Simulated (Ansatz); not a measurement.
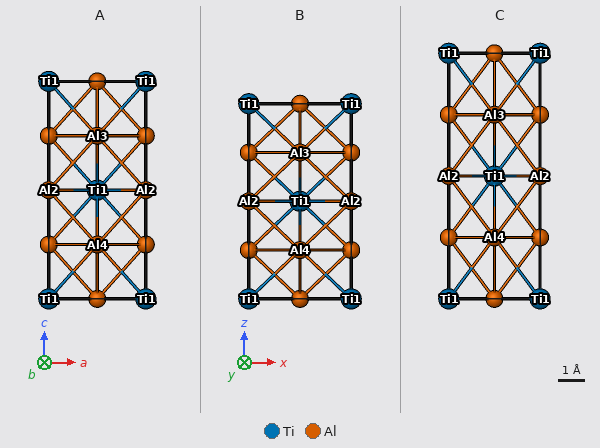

Energy scan for a crystal of TiAl3 (I4/mmm), in which the ratio of the cell's length along z to its lengths across, counted as 1 for the reference, is changed at fixed volume (a c/a path), with the atoms kept at their fractional coordinates. x, y and z are the Cartesian axes of the input. A ball-and-stick model of the conventional cell (2 times the calculation's cell), seen along the b axis. Lengths and directions refer to the drawn axes.

All numbers below come from Ansatz, DFT PBEsol, scalar-relativistic, plane waves, PAW. (plane-wave cutoff 420 eV; k-point mesh 20 × 20 × 20; occupations gaussian; smearing width 0.15 eV; no spin polarisation). Energies (free energies at the smearing named) are counted from the relaxed crystal.

**Order these geometries by energy, lowest first.**

Lowest first: A (the relative ratio 1.00, 0.0 meV/atom), B (the relative ratio 0.85, 133.6 meV/atom), C (the relative ratio 1.20, 218.7 meV/atom). Over the whole scan: of the computed points the lowest is at the relative ratio 1.00, 0.0 meV/atom. The distortion keeps the space group I4/mmm. At the relative ratio 1.20 the cell of the drawing goes a 3.816 → 3.591 Å, b 3.816 → 3.591 Å, c 8.554 → 9.660 Å.
